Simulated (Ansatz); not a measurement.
Crystal: W, coordinates from a relaxation at fixed volume with DFT HSE06, scalar-relativistic, plane waves, PAW (Ansatz 0.2.0); the starting structure was generated, so it need not be a known form of this composition.

```xyz
2
Lattice="2.7442 0.0000 0.0000 -1.3721 2.3765 0.0000 0.0000 0.0000 4.9790" Properties=species:S:1:pos:R:3 pbc="T T T"
W     0.0000    1.5844    3.7343
W     1.3721    0.7922    1.2448
```

### What does its first Brillouin zone look like, and which path through it is standard?

It has a primitive hexagonal lattice (hP; extended symbol hP2). The zone is a hexagonal prism in its combinatorial type: 8 faces (6 with 4 edges, 2 with 6 edges), 18 edges, 12 vertices. Path: Γ–M–K–Γ–A–L–H–A | L–M | H–K.

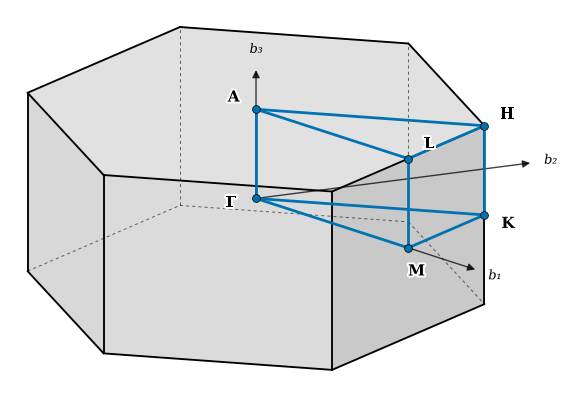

Labels and path follow the convention of Hinuma et al. (2017), as computed by seekpath; the arrows show the directions of the reciprocal primitive vectors b₁, b₂, b₃, in which coordinates are given; lengths include the factor 2π.

```csv
point,k₁,k₂,k₃,length of k (1/Å)
Γ,0,0,0,0.000
A,0,0,1/2,0.631
K,1/3,1/3,0,1.526
H,1/3,1/3,1/2,1.652
M,1/2,0,0,1.322
L,1/2,0,1/2,1.465
```
